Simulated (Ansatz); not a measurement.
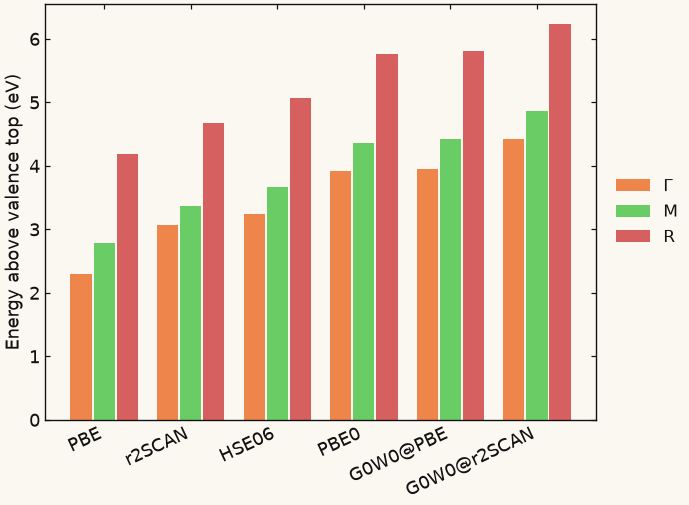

Lowest conduction level at each named k point, counted from the valence-band top at M, by several methods on one cell of CsCl-type NaI, space group Pm-3m, 2 atoms in the cell, relaxed with r2SCAN; cubic a = 4.041 Å. All runs are without spin-orbit coupling and carry no moments.

Question: Does G0W0@PBE shift these levels rigidly from PBE?

Answer: The shifts are +1.65 eV at Γ, +1.63 eV at M and +1.61 eV at R, and at points that aren't plotted +1.67 eV (X): over the named points that both runs hold, a spread of 0.06 eV on a mean of 1.64 eV, so one shift describes them well. Over all 8 corrected points, named or not, the shifts from that run's own start go from +1.62 to +1.75 eV.

Question: How do the methods rank at Γ?

Answer: From low to high: PBE 2.30, r2SCAN 3.06, HSE06 3.24, PBE0 3.91, G0W0@PBE 3.95, G0W0@r2SCAN 4.42 eV. Too close to rank are PBE0 against G0W0@PBE.

Question: Do the methods agree on which of these conduction levels is lowest?

Answer: Yes: all put it at Γ.

```
     method  program  Γ (eV)  M (eV)  R (eV)
        PBE   Ansatz    2.30    2.79    4.19
     r2SCAN   Ansatz    3.06    3.36    4.67
      HSE06   Ansatz    3.24    3.67    5.06
       PBE0   Ansatz    3.91    4.36    5.76
   G0W0@PBE   Ansatz    3.95    4.42    5.80
G0W0@r2SCAN   Ansatz    4.42    4.86    6.23
```

Settings. PBE: Ansatz PAW set, 6×6×6 k mesh, 420 eV cutoff, Fermi-Dirac smearing of 0.02 eV (Ansatz 0.2.0). r2SCAN: Ansatz PAW set, 6×6×6 k mesh, 500 eV cutoff, fixed occupations (Ansatz 0.2.0). HSE06: Ansatz PAW set, 4×4×4 k mesh, 420 eV cutoff, fixed occupations (Ansatz). PBE0: Ansatz PAW set, 4×4×4 k mesh, 420 eV cutoff, fixed occupations (Ansatz). G0W0@PBE: PBE, Ansatz PAW set, 4×4×4 k mesh, 420 eV cutoff, fixed occupations (Ansatz 0.2.0), G0W0 with empty bands 196, screening cutoff 120 eV and frequency treatment contour deformation. G0W0@r2SCAN: r2SCAN, Ansatz PAW set, 4×4×4 k mesh, 500 eV cutoff, fixed occupations (Ansatz 0.2.0), G0W0 with empty bands 248, screening cutoff 140 eV and frequency treatment contour deformation.

These are six of the 11 methods that were run on this cell. Spin-orbit coupling is left out, which matters for I. The usual form of NaI is rocksalt. r2SCAN, HSE06, PBE0 and G0W0@r2SCAN: the PAW data sets were made with another functional. LDA, GGA and most meta-GGA functionals understate gaps. G0W0@PBE: the k mesh is thin for GW. The GW runs differ in bands or cutoffs. The GW values are at finite bands, cutoffs and mesh, short of the basis limit.
